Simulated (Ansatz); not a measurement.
Single-point calculation, with input and output: MnS (part 1 of 2)

MnS (Fm-3m, 2 atoms in the cell), computed with DFT r2SCAN, scalar-relativistic, plane waves, PAW, spin-polarised (Ansatz 0.2.0).

The structure derives from an entry of the Crystallography Open Database. It belongs to a series of runs on one base structure; here: random orbitals: random, high filling. Figures and captions count atoms from 1; the log counts them from 0 in places.

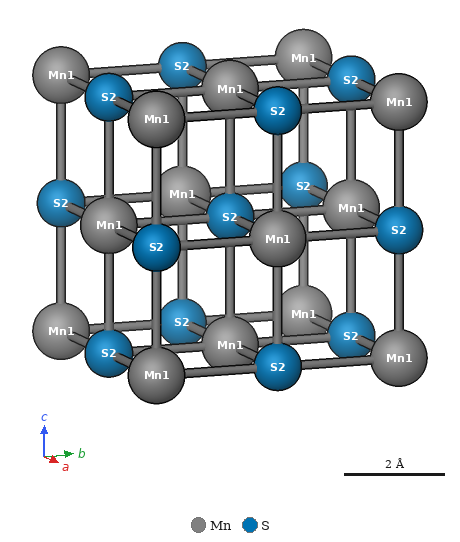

Figure 1. The structure as given in the input (ball-and-stick view of the cell 4 times as large as that of the calculation, set on its symmetry axes, seen slightly off an axis; atoms are numbered from 1 in the order of the input).

**Results in brief**

- outcome: converged
- space group (tolerance 0.01 Å): Fm-3m (225)
- electrons treated: 21
- free energy: −4811.8516 eV
- Fermi energy: 10.204 eV
- gap on the k-point mesh: none (metallic)
- net moment of the cell: 4.97 μB
- integrated absolute moment: 4.97 μB
- pressure: −0.39 GPa
- largest force (length of the vector): under 0.001 eV/Å
- hardware: 2 threads of Intel Xeon @ 2.50GHz (Skylake/Cascade Lake), 64 GiB of memory available, shared host
- wall time: 7.4 s (CPU time 13 s)
- peak memory: 0.46 GiB

**Remarks**

The program warns: the state was not tested for a lower one.

**Input**
```yaml
crystal:
  lattice:
    - [0.0, 2.61224989, 2.61224989]
    - [2.61224989, 0.0, 2.61224989]
    - [2.61224989, 2.61224989, 0.0]
  atoms:
    - { symbol: Mn, position: [0.0, 0.0, 0.0], spin: 5.0 }
    - { symbol: S, position: [0.5, 0.5, 0.5] }
basis:
  ecutwfc: 500
  ecutrho_ratio: 4
kpoints:
  mp_grid: { grid: [6, 6, 6] }
hamiltonian:
  xc: r2scan
  hubbard:
    sites:
      - { site: 0, l: d, u_eff: 0.0, starting_ns: [{ spin: up, occupation_matrix: s0up }, { spin: down, occupation_matrix: s0down }] }
    occupation_matrices:
      s0up:
        matrix:
          - [0.97, 0.0, 0.0, 0.0, 0.0]
          - [0.0, 0.97, 0.0, 0.0, 0.0]
          - [0.0, 0.0, 0.97, 0.0, 0.0]
          - [0.0, 0.0, 0.0, 0.97, 0.0]
          - [0.0, 0.0, 0.0, 0.0, 0.97]
      s0down:
        matrix:
          - [0.02, 0.0, 0.0, 0.0, 0.0]
          - [0.0, 0.02, 0.0, 0.0, 0.0]
          - [0.0, 0.0, 0.02, 0.0, 0.0]
          - [0.0, 0.0, 0.0, 0.02, 0.0]
          - [0.0, 0.0, 0.0, 0.0, 0.02]
    ns_hold: { iters: 12 }
scf:
  occupations: { method: gaussian, width: 0.05 }
  lower_state_search: "off"
  max_iter: 150
output:
  forces: true
  stress: true
  eigenvalues: true
  populations: true
  hubbard: { sites: [{ site: 0, l: d }] }
  write_density: true
  write_potential: true
  elf: true
  volumetric_format: npy
magnetization:
  spin_polarized: true
```

Run as:
```bash
ansatz run input.yaml --threads 2 --pin off --max-ram 3072MiB --backend cpu --events-out ev --progress --plain --runs-dir out
```

**What the program printed**
```
Mn: projections on atomic orbitals take those of the free atom [Ne] 3s2 3p6 3d5 4s2, of charge +0.00 (hamiltonian.pseudopotentials.projection_atoms); the dataset's partial waves leave at most 9.0e-7 of an orbital's norm unspanned inside its sphere
S: projections on atomic orbitals take those of the free atom [Ne] 3s2 3p4, of charge +0.00 (hamiltonian.pseudopotentials.projection_atoms); the dataset's partial waves leave at most 1.6e-7 of an orbital's norm unspanned inside its sphere
Engine: ansatz 0.2.0, x86_64-unknown-linux-gnu
Pseudopotentials: kind: paw
Pseudopotential: Mn, paw, valence charge 15, recommended cutoff 500 eV (meta_gga), Mn.paw.azcp
Pseudopotential: S, paw, valence charge 6, recommended cutoff 500 eV (meta_gga), S.paw.azcp
Functional definition: r2SCAN
  parameter k0 = 0.174
  parameter k1 = 0.065
  parameter a1 = 4.9479
  exchange = r2scan_x(k0 = k0, k1 = k1, a1 = a1)
  correlation = r2scan_c
Crystal: 2 atoms, lattice volume = 35.651 Å³
Basis set: ecut = 500 eV, 893 PW (Γ), exchange–correlation on 108×108×108 points (64 copies of the dense FFT grid, shifted against one another)
Bands: 17, of which v1, the nominal top of the filled ones, is band 11 counted from 1 (10 counted from 0)
Symmetry: 48 space group operations
Space group: Fm-3m (ITA 225), of the structure as read, at distance tolerance 3.3e-5 Å
Magnetic group: BNS 225.116 (UNI 1618), of the structure as read, at distance tolerance 3.3e-5 Å
k-points: 16 of 216
Non-local potential: Mn, projectors of the file, l = 0: 3, l = 1: 2, l = 2: 3, l = 3: 1
Non-local potential: S, projectors of the file, l = 0: 2, l = 1: 2, l = 2: 2
PAW form: soft (Blöchl's): semilocal exchange-correlation on the pseudo side does not see the compensation charge
PAW frozen core: Mn, regenerated for the run's functional (the file was generated under x = pbe(κ = 0.804, μ = 0.2195149727645171), c = pbe(β = 0.06672455060314922))
PAW frozen core: S, regenerated for the run's functional (the file was generated under x = pbe(κ = 0.804, μ = 0.2195149727645171), c = pbe(β = 0.06672455060314922))
PAW one-centre angular grid: Mn, 590 points (default); XC on 160 Gauss nodes
PAW one-centre angular grid: S, 302 points (default); XC on 160 Gauss nodes
Initial density: superposition of atomic densities (chi_scale 0.1, normalization cell, long waves kept (reshape's long-wave potential 0.00 eV rms))
Starting moments: Σ|m| = 5 μB on 1 of 2 sites
Initial wavefunctions: pseudopotential atomic-orbital guess
Functional: x = r2scan, c = r2scan; τ floored in thin density (d = 2e-4 eV/Å³)
```
